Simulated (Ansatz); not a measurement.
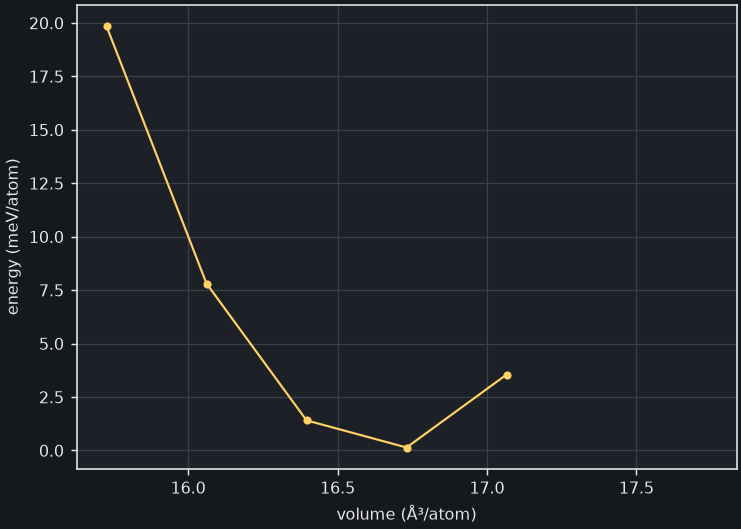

The figure shows the energy against volume for Ti, space group Fm-3m (No. 225).

Structure:
```
Ti
1.0
     0.00000    2.03000    2.03000
     2.03000    0.00000    2.03000
     2.03000    2.03000    0.00000
Ti
1
Direct
  0.00000 0.00000 0.00000
```

Method: all-electron LAPW DFT, no spin polarisation; energies at scaled volumes of the given cell, shape and fractions fixed, counted from the fit's minimum, third-order Birch-Murnaghan fit (Ansatz 0.2.0). Level: PBEsol.

k mesh 11×11×11; occupations Fermi–Dirac; smearing width 0.05 eV; potentials all electron LAPW, scalar relativistic; program settings basis error eV/atom 0.001.

The points at volume 17.40 Å³/atom and 17.73 Å³/atom are left out of the plot. What values does the calculation give there?

```csv
volume (Å³/atom),energy (meV/atom)
17.40,11.23
17.73,22.82
```
